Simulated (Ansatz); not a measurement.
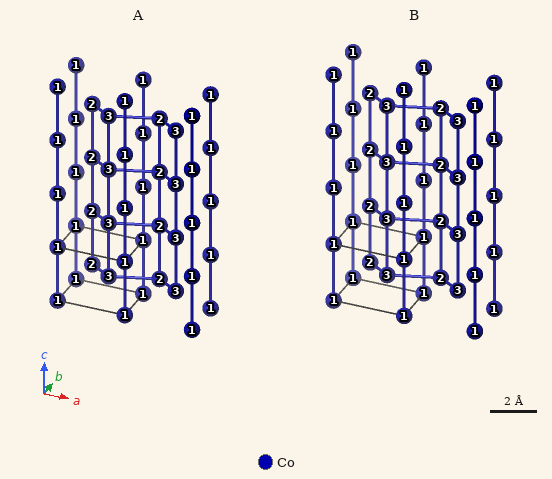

Two geometries of crystalline Co (built on the omega_191 type) (coarse preliminary run), drawn at one scale. One is the start of a relaxation, the other its converged end. The picture is a ball-and-stick view of the cell of the calculation, repeated 2 × 1 × 4 with one cell outlined, seen slightly off an axis.

These are results of DFT r2SCAN, scalar-relativistic, plane waves, PAW in Ansatz, not measurements. (plane-wave cutoff 500 eV; k-point mesh 6 × 6 × 6; occupations gaussian; smearing width 0.1 eV; collinear spin; cell and atoms relaxed; force threshold 0.04 eV/Å; at most 70 steps)

**Which one is relaxed?**

Structure A is the relaxed one. Case: omega type (P6/mmm, No. 191). After 4 accepted moves (6 points after the start) the energy has fallen by 159 meV per atom. All forces vanish by symmetry, so only the cell relaxes. Pressure: −24.51 GPa at the start and −0.04 GPa at the end. The SCF was repeated twice at an unchanged geometry on a basis and grid sized afresh for the cell, which shifted the energy by 0.9 meV per atom at most. The atoms keep their places relative to the cell (all moves are under 0.005 Å). Cell: a = b 4.144 → 3.943 Å (−4.8 %), c 2.541 → 2.406 Å (−5.3 %). Volume −14.2 %. Near-neighbour distances that change, for instance: Co1–Co1 2.541 → 2.406 Å, Co2–Co3 2.393 → 2.277 Å. The space group stays P6/mmm (No. 191). The run took of the order of 120 core-seconds on a shared host.

Limits of the set-up: the k-point mesh is coarse for a cell with partly filled bands.
